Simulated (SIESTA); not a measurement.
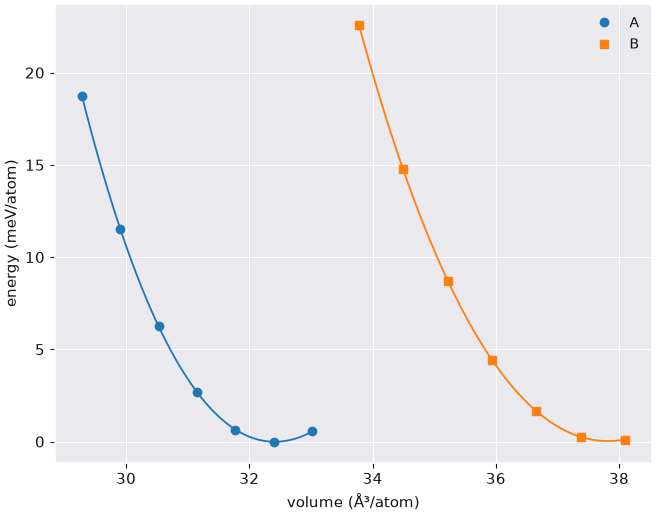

The figure compares two calculations of the energy against volume, each curve from its own zero. The first is for KCl, space group Fm-3m (No. 225).

The cell holds 2 atoms.

Calculation (SIESTA 5.4.2): DFT in numerical atomic orbitals with pseudopotentials, no spin polarisation; energies at scaled volumes of the given cell, shape and fractions fixed, counted from the fit's minimum, third-order Birch-Murnaghan fit. Level: PBE.

- k mesh: 7×7×7
- occupations: Fermi–Dirac
- smearing width: 0.05 eV
- potentials: PseudoDojo 0.4 standard, converted to PSML, two zetas on semicore shells
- program settings: basis DZP, mesh cutoff 800 Ry

In the second, Cl is replaced by Br on all its sites, which gives KBr in the same structure.

Question: Which of A and B is the second calculation, and what did the change do?

Answer: B. The equilibrium volume rises from 32.41 to 37.82 Å³/atom (+17 %) and the bulk modulus falls from 16.2 to 13.8 GPa (−15 %).

For both, limits of the calculation: mulliken charges of long orbitals.

V0 and the bulk modulus come from third-order Birch–Murnaghan fits.
